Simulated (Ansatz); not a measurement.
**ZrB2: field-gradient calculation**

- system: ZrB2 (P6/mmm, 3 atoms in the cell)
- method: DFT, PBE, PAW with Ansatz's default frozen-core files, scalar-relativistic, no spin polarisation (Ansatz 0.2.0)

The structure derives from an entry of the Crystallography Open Database. It belongs to a series of runs on one base structure; here: equal xx and yy strain of +1 %, PAW files.

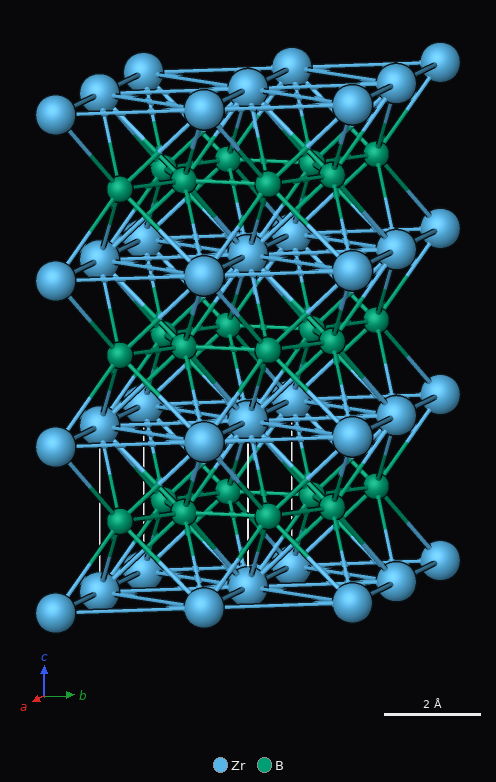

Fig. 1: The structure (ball-and-stick view of the cell of the calculation, repeated 2 × 2 × 3, seen slightly off an axis). Near neighbours in the crystal (not all of them lie inside the picture): Zr has 12 B at 2.55 Å and 6 Zr at 3.20 Å; B has 3 B at 1.85 Å and 6 Zr at 2.55 Å.

Input
```yaml
crystal:
  lattice:
    - [3.1966498238, 0.0, 0.0]
    - [-1.5983249119, 2.7683799544, 0.0]
    - [0.0, 0.0, 3.52]
  atoms:
    - { symbol: Zr, position: [0.0, 0.0, 0.0] }
    - { symbol: B, position: [0.3333333333, 0.6666666667, 0.5] }
    - { symbol: B, position: [0.6666666667, 0.3333333333, 0.5] }
kpoints:
  mp_grid: { grid: [12, 12, 9] }
scf:
  occupations: { method: fermi_dirac, width: 0.05 }
hamiltonian:
  xc: pbe
  pseudopotentials: { kind: paw }
output:
  forces: true
  stress: true
  eigenvalues: true
  efg: { contact_densities: true }
  write_density: true
  write_potential: true
  elf: true
  volumetric_format: npy
```

Hardware: 1 thread of Arm Neoverse V1, 24 GiB of memory available, shared host.

Launched with:
```bash
ansatz run input.yaml --threads 1 --pin off --max-ram 6144MiB --backend cpu --events-out ev --progress --plain --runs-dir out
```

The program's output
```
Zr: output.efg is read without spin–orbit coupling, which moves field gradients at and beside such atoms by some per cent and up to a factor of two; PAW files take it under magnetization.noncollinear and magnetization.spin_orbit
Engine: ansatz 0.2.0, aarch64-unknown-linux-gnu
Pseudopotentials: kind: paw
Pseudopotential: Zr, paw, valence charge 12, recommended cutoff 420 eV (normal), Zr.paw.azcp
Pseudopotential: B, paw, valence charge 3, recommended cutoff 420 eV (normal), B.paw.azcp
Functional definition: PBE
  parameter kappa = 0.804
  parameter beta = 0.06672455060314922
  exchange = pbe_x(kappa = kappa, mu = beta*pi^2/3)
  correlation = pbe_c(beta = beta)
Crystal: 3 atoms, lattice volume = 31.150 Å³
Basis set: ecut = 420 eV, 575 PW (Γ), exchange–correlation on 48×48×48 points (8 copies of the dense FFT grid, shifted against one another)
Bands: 13, of which v1, the nominal top of the filled ones, is band 9 counted from 1 (8 counted from 0)
Symmetry: 24 space group operations
Space group: P6/mmm (ITA 191), of the structure as read, at distance tolerance 3.1e-5 Å
k-points: 95 of 1296
Non-local potential: Zr, projectors of the file, l = 0: 3, l = 1: 2, l = 2: 2, l = 3: 2
Non-local potential: B, projectors of the file, l = 0: 2, l = 1: 2, l = 2: 1
PAW form: soft (Blöchl's): semilocal exchange-correlation on the pseudo side does not see the compensation charge
PAW one-centre angular grid: Zr, 590 points (default); XC on 64 Gauss nodes
PAW one-centre angular grid: B, 110 points (default); XC on 64 Gauss nodes
Initial density: superposition of atomic densities (neutral atoms: chi_scale 0, normalization atom), corrected by the library's trained network
Initial wavefunctions: pseudopotential atomic-orbital guess
Functional: x = pbe(κ = 0.804, μ = 0.2195149727645171), c = pbe(β = 0.06672455060314922)
SCF iter   1: F=—  HF=-4498.717889 eV  |F-HF|=—  |Δ(HF+E_count)|=         —  Δρ=1.58e-3  dr2=6.73e-4  ethr=1.77e-3  ⟨swp⟩=4.9  Hψ=6026  notcnv=0
preconditioner: auto → none  [metal: Δε(μ)=0.185 eV  Ē_g=8.772 eV  σ=0.050 eV  W_gap=0.50  n_scr=8 (ndim 8)  ℏωp=21.0 eV  f_vac=0.000  D(μ)=0.23/eV (n_scr^D=0)  sad-step TF]
SCF iter   2: F=—  HF=-4498.717825 eV  |F-HF|=—  |Δ(HF+E_count)|=   6.41e-5  Δρ=8.53e-4  dr2=2.07e-4  ethr=3.74e-6  ⟨swp⟩=2.4  Hψ=2668  notcnv=0
SCF iter   3: F=—  HF=-4498.717846 eV  |F-HF|=—  |Δ(HF+E_count)|=   2.16e-5  Δρ=3.27e-4  dr2=4.10e-5  ethr=1.15e-6  ⟨swp⟩=2.0  Hψ=1711  notcnv=0
SCF iter   4: F=—  HF=-4498.717843 eV  |F-HF|=—  |Δ(HF+E_count)|=   3.81e-6  Δρ=9.52e-5  dr2=1.85e-6  ethr=2.28e-7  ⟨swp⟩=2.8  Hψ=2039  notcnv=0
SCF iter   5: F=—  HF=-4498.717842 eV  |F-HF|=—  |Δ(HF+E_count)|=   3.75e-7  Δρ=2.25e-5  dr2=1.07e-7  ethr=1.03e-8  ⟨swp⟩=2.1  Hψ=1999  notcnv=0
SCF iter   6: F=-4498.717842 eV  HF=-4498.717842 eV  |F-HF|=2.02e-9  |Δ(HF+E_count)|=   2.64e-8  Δρ=3.06e-6  dr2=2.53e-9  ethr=5.56e-10  ⟨swp⟩=7.5  Hψ=6631  notcnv=0
SCF 1 converged in 6 iterations: F = -4498.717842 eV  dr2 = 2.53e-9
  greatest PAW one-centre occupation: 0.996 electrons in one spin orbital (limit 2), on the Zr atom at site 0 (counted from 0), in its partial waves of l = 0
```

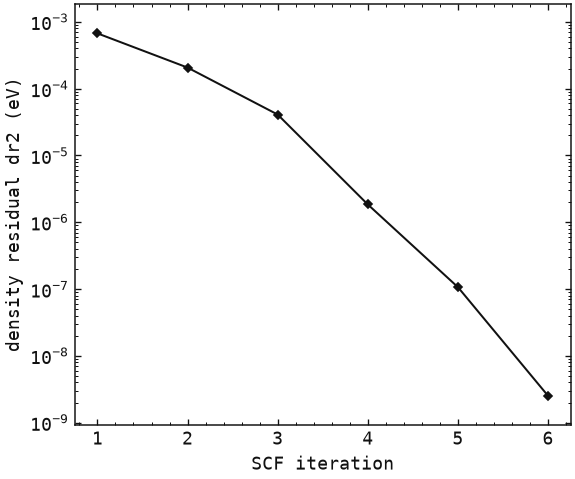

Fig. 2: Convergence of the self-consistent field: density residual dr2 against the SCF iteration. The residual falls at every step.

```
SCF converged after 6 iterations
Free energy (F): -4498.717842 eV
Harris-Foulkes:  -4498.717842 eV  (|F-HF|=2.02e-9)
Internal energy: -4498.715809 eV  (E = F + TS)
E sigma→0 (E₀):  -4498.716826 eV
Entropy (-TS):   -0.002033 eV (-0.678 meV/atom)
Fermi energy:    15.665387 eV
--- Per-component energies (eV) ---
  E_band       = -29.031284
  E_kinetic    = 433.900751
  E_local      = -562.861749  (includes V_loc(G=0)·N_el)
  E_nonlocal   = 100.431787
  E_hartree    = 177.758684
  E_xc         = -228.546703
  E_vxc        = -270.813252  (∫ρ·V_xc dr)
  E_paw        = -3110.819232  (= ΣΔE_a)
  E_vpaw       = -85.205101  (= ΣTr[D̂ρ^β])
  E_aug_tail   = 0.000016  (compensation charges beyond the density's cutoff)
  E_ewald      = -1308.579364
  E_smearing   = -0.002033  (= −TS)
  E_closure    = 0.000000  (closes the sum)
  Σ components = -4498.717842   (vs F -4498.717842, Δ=0.00e0)
--- Forces (eV/Å), atoms counted from 1 ---
  atom   1  Zr    -0.00000000    -0.00000000     0.00000000
  atom   2  B      0.00000000    -0.00000000     0.00000000
  atom   3  B      0.00000000     0.00000000     0.00000000
  max |Σ_I F_I| component: 1.85e-17 eV/Å
--- Stress (GPa, compression-positive) ---
       -4.215913      -0.000000       0.000000
       -0.000000      -4.215913       0.000000
        0.000000       0.000000       0.971939
  P = ⅓ Tr σ = -2.4866 GPa (-24.866 kbar)
--- PAW observables at the nuclei: V_zz in 10²¹ V/m², potentials from the cell's mean, atoms counted from 1 ---
  atom   1  Zr V_zz =    +4.285497   η = 0.0000   by run symmetry: allowed
            electrostatic potential = -5929.887744 V   contact ρ = 490514.802341 e/Å³
  atom   2  B  V_zz =    -0.008740   η = 0.0000   by run symmetry: allowed
            electrostatic potential = -332.383557 V   contact ρ = 486.078310 e/Å³
  atom   3  B  V_zz =    -0.008740   η = 0.0000   by run symmetry: allowed
            electrostatic potential = -332.383557 V   contact ρ = 486.078310 e/Å³
--- Band table (eV; the first three rows and the last of 95) ---
  k-point 0: bands = ["-33.0696", "-11.2423", "-10.7336", "-10.7336", "2.9282", "12.8976", "12.8976", "13.0634", "13.3268", "18.9132", "18.9132", "19.7878", "19.7878"]
  k-point 1: bands = ["-33.0673", "-11.2868", "-10.7305", "-10.7305", "3.1090", "11.9892", "13.0141", "13.0141", "14.3437", "18.0618", "18.0618", "19.4084", "19.4084"]
  k-point 2: bands = ["-33.0614", "-11.3973", "-10.7226", "-10.7226", "3.6072", "10.7540", "13.3567", "13.3567", "15.4804", "16.9979", "16.9979", "18.4854", "18.4854"]
  k-point 94: bands = ["-32.9331", "-11.3435", "-11.2909", "-11.2909", "6.8992", "6.8992", "10.6467", "12.8868", "12.8868", "19.6508", "21.3082", "21.3082", "22.1354"]
```

File rho_z.tsv
```
# z_ang	rho[e/angstrom^3]
# format = ansatz-planar-average/11
# lattice	3.196649824	0.000000000	0.000000000
# lattice	-1.598324912	2.768379954	0.000000000
# lattice	0.000000000	0.000000000	3.520000000
# sites	3
# site	40	0.000000000	0.000000000	0.000000000
# site	5	0.000000000	1.845586636	1.760000000
# site	5	1.598324912	0.922793318	1.760000000
0.000000	9.826568e-1
0.146667	9.634625e-1
0.293333	8.906596e-1
0.440000	7.529707e-1
0.586667	5.853688e-1
0.733333	4.482829e-1
0.880000	3.775116e-1
1.026667	3.698855e-1
1.173333	4.011103e-1
1.320000	4.436300e-1
1.466667	4.755858e-1
1.613333	4.888202e-1
1.760000	4.909745e-1
1.906667	4.888202e-1
2.053333	4.755858e-1
2.200000	4.436300e-1
2.346667	4.011103e-1
2.493333	3.698855e-1
2.640000	3.775116e-1
2.786667	4.482829e-1
2.933333	5.853688e-1
3.080000	7.529707e-1
3.226667	8.906596e-1
3.373333	9.634625e-1
```

File v_z.tsv
```
# z_ang	v_es[eV]	v_tot[eV]
# format = ansatz-planar-average/11
# xc	pbe
# density_cutoff_ev	1680
# datasets	Zr=:simpson_from_first_knot:soft	B=:simpson_from_first_knot:soft
# lattice	3.196649824	0.000000000	0.000000000
# lattice	-1.598324912	2.768379954	0.000000000
# lattice	0.000000000	0.000000000	3.520000000
# sites	3
# site	40	0.000000000	0.000000000	0.000000000
# site	5	0.000000000	1.845586636	1.760000000
# site	5	1.598324912	0.922793318	1.760000000
0.000000	-2.751601e0	-1.628734e1
0.146667	-2.064548e0	-1.550942e1
0.293333	-1.228666e-1	-1.328681e1
0.440000	2.750586e0	-9.953602e0
0.586667	6.025622e0	-6.136993e0
0.733333	8.960964e0	-2.719852e0
0.880000	1.083863e1	-5.754334e-1
1.026667	1.131343e1	-1.375361e-1
1.173333	9.979836e0	-1.773646e0
1.320000	6.961746e0	-5.186065e0
1.466667	3.453716e0	-9.086701e0
1.613333	8.031230e-1	-1.207914e1
1.760000	-1.613465e-1	-1.317841e1
1.906667	8.031230e-1	-1.207914e1
2.053333	3.453716e0	-9.086701e0
2.200000	6.961746e0	-5.186065e0
2.346667	9.979836e0	-1.773646e0
2.493333	1.131343e1	-1.375361e-1
2.640000	1.083863e1	-5.754334e-1
2.786667	8.960964e0	-2.719852e0
2.933333	6.025622e0	-6.136993e0
3.080000	2.750586e0	-9.953602e0
3.226667	-1.228666e-1	-1.328681e1
3.373333	-2.064548e0	-1.550942e1
```

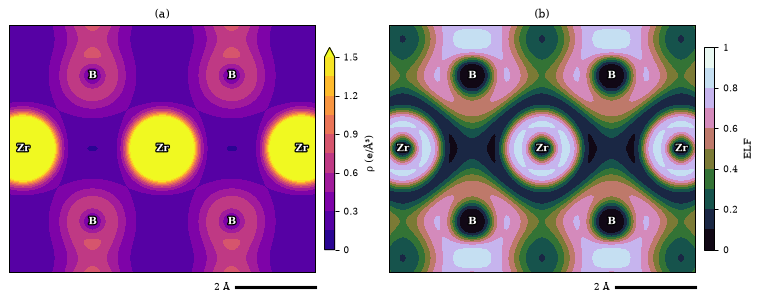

Fig. 3: (a) valence electron density; (b) electron localisation function on the (110) plane of the conventional cell. The section cuts through Zr and B sites. Zr–B (2.55 Å): the density is about 0.3 e/Å³ at the midpoint; the ELF is about 0.15 at the midpoint (no shared pair; the contact is polar). Away from the nuclei the density in this plane falls to 0.15 e/Å³ at its lowest. The strong features right at Zr lie inside the PAW spheres (semicore, d or f shells) and say nothing about bonding. Core electrons are frozen (PAW), so the fields are smoothed inside the atomic spheres.

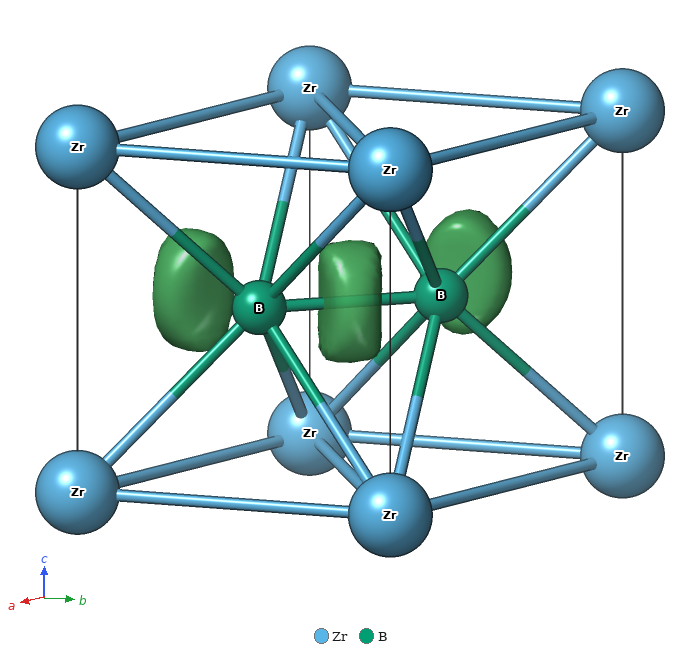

Fig. 4: Isosurface of the electron localisation function at 0.75 (green), seen at an oblique angle. Core shells and regions of very low density are left out. Sticks mark near contacts. The outline is the cell set on symmetry axes. Along the contacts the grid gives the following. Zr–B (2.55 Å): the ELF is about 0.15 at the midpoint (no shared pair; the contact is polar).

Results in brief

- outcome: converged
- space group (tolerance 0.01 Å): P6/mmm (191)
- electrons treated: 18
- free energy: −4498.7178 eV
- Fermi energy: 15.665 eV
- pressure: −2.49 GPa
- field gradient V_zz (10²¹ V/m²): Zr 4.29, B −0.0087, B −0.0087
- largest force (length of the vector): under 0.001 eV/Å
- wall time: 4.6 s
- peak memory: 0.37 GiB

Warnings of the run: the field gradients leave out spin–orbit coupling.
